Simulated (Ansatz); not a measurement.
## Electronic structure of In26GaP27 (cell with a defect) in real space

Input file:

```
crystal:
  lattice:
    - [0.0, 8.80305, 8.80305]
    - [8.80305, 0.0, 8.80305]
    - [8.80305, 8.80305, 0.0]
  atoms:
    - { symbol: Ga, position: [0.0, 0.0, 0.0] }
    - { symbol: In, position: [0.0, 0.0, 0.3333333333] }
    - { symbol: In, position: [0.0, 0.0, 0.6666666667] }
    - { symbol: In, position: [0.0, 0.3333333333, 0.0] }
    - { symbol: In, position: [0.0, 0.3333333333, 0.3333333333] }
    - { symbol: In, position: [0.0, 0.3333333333, 0.6666666667] }
    - { symbol: In, position: [0.0, 0.6666666667, 0.0] }
    - { symbol: In, position: [0.0, 0.6666666667, 0.3333333333] }
    - { symbol: In, position: [0.0, 0.6666666667, 0.6666666667] }
    - { symbol: In, position: [0.3333333333, 0.0, 0.0] }
    - { symbol: In, position: [0.3333333333, 0.0, 0.3333333333] }
    - { symbol: In, position: [0.3333333333, 0.0, 0.6666666667] }
    - { symbol: In, position: [0.3333333333, 0.3333333333, 0.0] }
    - { symbol: In, position: [0.3333333333, 0.3333333333, 0.3333333333] }
    - { symbol: In, position: [0.3333333333, 0.3333333333, 0.6666666667] }
    - { symbol: In, position: [0.3333333333, 0.6666666667, 0.0] }
    - { symbol: In, position: [0.3333333333, 0.6666666667, 0.3333333333] }
    - { symbol: In, position: [0.3333333333, 0.6666666667, 0.6666666667] }
    - { symbol: In, position: [0.6666666667, 0.0, 0.0] }
    - { symbol: In, position: [0.6666666667, 0.0, 0.3333333333] }
    - { symbol: In, position: [0.6666666667, 0.0, 0.6666666667] }
    - { symbol: In, position: [0.6666666667, 0.3333333333, 0.0] }
    - { symbol: In, position: [0.6666666667, 0.3333333333, 0.3333333333] }
    - { symbol: In, position: [0.6666666667, 0.3333333333, 0.6666666667] }
    - { symbol: In, position: [0.6666666667, 0.6666666667, 0.0] }
    - { symbol: In, position: [0.6666666667, 0.6666666667, 0.3333333333] }
    - { symbol: In, position: [0.6666666667, 0.6666666667, 0.6666666667] }
    - { symbol: P, position: [0.0833333333, 0.0833333333, 0.0833333333] }
    - { symbol: P, position: [0.0833333333, 0.0833333333, 0.4166666667] }
    - { symbol: P, position: [0.0833333333, 0.0833333333, 0.75] }
    - { symbol: P, position: [0.0833333333, 0.4166666667, 0.0833333333] }
    - { symbol: P, position: [0.0833333333, 0.4166666667, 0.4166666667] }
    - { symbol: P, position: [0.0833333333, 0.4166666667, 0.75] }
    - { symbol: P, position: [0.0833333333, 0.75, 0.0833333333] }
    - { symbol: P, position: [0.0833333333, 0.75, 0.4166666667] }
    - { symbol: P, position: [0.0833333333, 0.75, 0.75] }
    - { symbol: P, position: [0.4166666667, 0.0833333333, 0.0833333333] }
    - { symbol: P, position: [0.4166666667, 0.0833333333, 0.4166666667] }
    - { symbol: P, position: [0.4166666667, 0.0833333333, 0.75] }
    - { symbol: P, position: [0.4166666667, 0.4166666667, 0.0833333333] }
    - { symbol: P, position: [0.4166666667, 0.4166666667, 0.4166666667] }
    - { symbol: P, position: [0.4166666667, 0.4166666667, 0.75] }
    - { symbol: P, position: [0.4166666667, 0.75, 0.0833333333] }
    - { symbol: P, position: [0.4166666667, 0.75, 0.4166666667] }
    - { symbol: P, position: [0.4166666667, 0.75, 0.75] }
    - { symbol: P, position: [0.75, 0.0833333333, 0.0833333333] }
    - { symbol: P, position: [0.75, 0.0833333333, 0.4166666667] }
    - { symbol: P, position: [0.75, 0.0833333333, 0.75] }
    - { symbol: P, position: [0.75, 0.4166666667, 0.0833333333] }
    - { symbol: P, position: [0.75, 0.4166666667, 0.4166666667] }
    - { symbol: P, position: [0.75, 0.4166666667, 0.75] }
    - { symbol: P, position: [0.75, 0.75, 0.0833333333] }
    - { symbol: P, position: [0.75, 0.75, 0.4166666667] }
    - { symbol: P, position: [0.75, 0.75, 0.75] }
kpoints:
  mp_grid: { grid: [3, 3, 3] }
scf:
  occupations: { method: fermi_dirac, width: 0.01 }
hamiltonian:
  xc: pbe
  pseudopotentials: { kind: paw, frozen_core: stored }
output:
  forces: true
  stress: true
  populations: true
  efg: { quadrupole_moments_barn: { Ga: 0.107, In: 0.772 } }
  write_density: true
  write_potential: true
  elf: true
  volumetric_format: npy
relax:
  f_tol: 0.02
  max_steps: 50
```

Run with:

```sh
ansatz run input.yaml --threads 4 --pin off --max-ram 8192MiB --backend cpu --events-out ev --progress --plain --runs-dir out
```

The fields are those of the relaxed geometry.

Computed pressure about 2 GPa in this cell.

The calculation used Ansatz 0.2.0, DFT, PBE, plane-wave PAW, default files, scalar-relativistic, frozen cores.

Core electrons are frozen (PAW), and the valence fields are smoothed inside the atomic spheres.

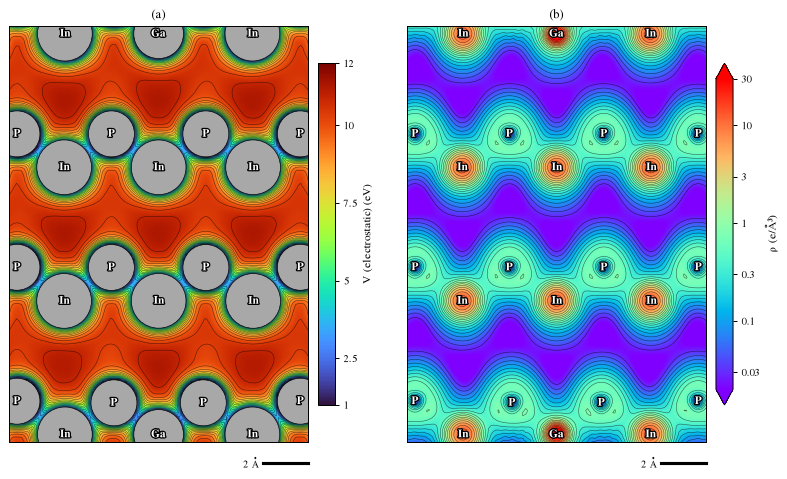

Figure 1. (a) electrostatic potential energy of an electron; (b) valence charge density (pseudo) on the (101̄) plane of the calculation cell. Grey discs cover the atomic cores in the potential map.

What do the fields say about this system?

The plane passes through Ga, In and P nuclei.
Ga–P (2.40 Å): the density is about 0.51 e/Å³ at the midpoint.
In–P (2.56 Å): ρ at the midpoint is about 0.44 e/Å³.
Between the atoms the lowest density in this plane is 0.01 e/Å³.
Outside the cores the potential energy rises away from the atoms and is highest about 2.5 Å from the nearest atoms; its zero is arbitrary.

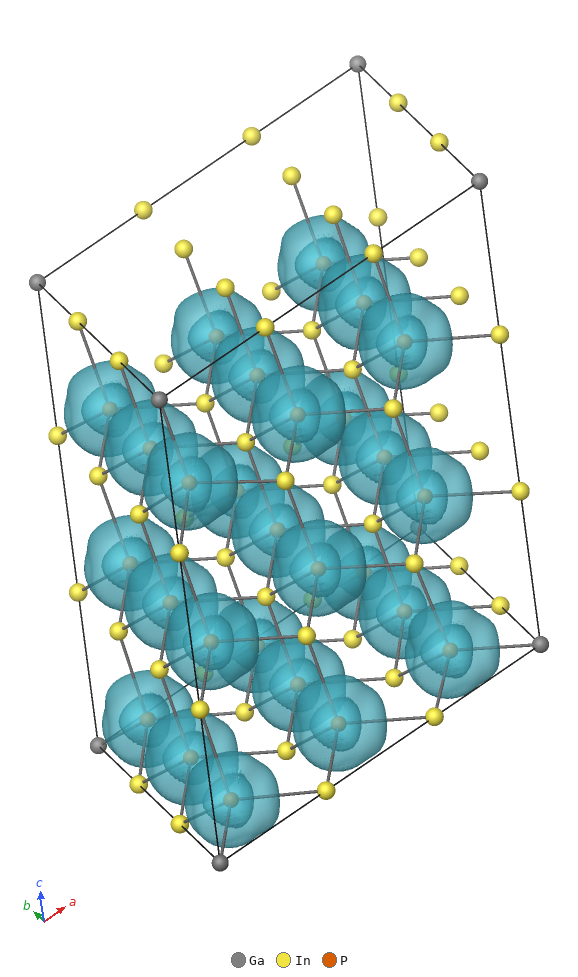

Figure 2. Isosurface of the ELF at 0.7 (cyan), seen slightly off an axis. Core shells and regions of very low density are left out. Sticks mark near contacts.

Describe the localisation domains.

The surface consists of four regions on P in which the atom's valence shell and bonds are merged and 23 regions wrapped around P (the valence shell of each), counted in one cell of 54 atoms. Regions shared between cells count once. Along the contacts the grid gives the following. Ga–P (2.40 Å): the ELF peaks at about 0.90 in the valence shell of P, 0.9 Å from its nucleus, and is about 0.75 at the midpoint. In–P (2.54 Å): the ELF peaks at about 0.90 in the valence shell of P, 0.9 Å from its nucleus, and is about 0.55 at the midpoint.

Does the calculation make it a metal, or give it a gap?

It is gapped, with a Kohn–Sham gap of 0.66 eV on the k-point mesh, an upper bound to the gap of this method.
